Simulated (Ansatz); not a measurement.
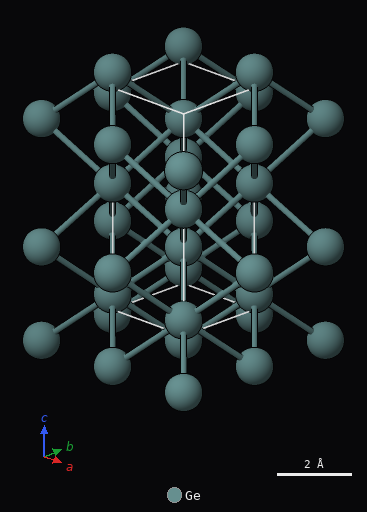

Starting structure of a crystal of Ge (set up in P6_3mc). Style: ball-and-stick. Shown: the cell of the calculation, from a free direction.

The calculation used Ansatz, DFT r2SCAN, scalar-relativistic, plane waves, PAW.

Input file:
```yaml
crystal:
  lattice:
    - [3.8584646022, 0.0, 0.0]
    - [-1.9292323011, 3.3415283651, 0.0]
    - [0.0, 0.0, 6.1693682344]
  atoms:
    - { symbol: Ge, position: [0.0, 0.0, 1.0702256824] }
    - { symbol: Ge, position: [0.0, 0.0, 0.5702256824] }
    - { symbol: Ge, position: [0.3333333333, 0.6666666667, 0.8220743176] }
    - { symbol: Ge, position: [0.6666666667, 0.3333333333, 0.3220743176] }
basis:
  ecutwfc: 500
kpoints:
  mp_grid: { grid: [12, 12, 8] }
hamiltonian:
  xc: r2scan
scf:
  occupations: { method: gaussian, width: 0.1 }
output:
  forces: true
  stress: true
  eigenvalues: true
relax:
  adjacent_minimum: "off"
  f_tol: 0.005
  max_steps: 80
  cell: { stress_tol: 0.05 }
```

Run as
```bash
ansatz run input.yaml --threads 2 --pin off --max-ram 5120MiB --backend cpu --events-out ev --progress --plain --runs-dir out
```

Predict the outcome.

Answer. The atoms keep their places relative to the cell (all moves are under 0.005 Å). Cell: a = b 3.858 → 3.839 Å (−0.5 %), c 6.169 → 6.213 Å (+0.7 %). Volume −0.3 %. Some distances before and after: Ge1–Ge4 2.716 → 2.709 Å. Within 0.06 Å the space group is P6_3/mmc at the start and P6_3/mmc at the end; at a tighter tolerance small leftover displacements or strains of the cell lower it. Over 2 accepted moves (3 points after the start) the energy falls by 0.3 meV per atom. The largest force component goes from 0.0093 to 0.0045 eV/Å. The pressure goes from −0.07 to 0.03 GPa. At 1 point the geometry stayed and the basis and grid were re-selected for the new cell (energy shift of less than 0.05 meV per atom at most each time).
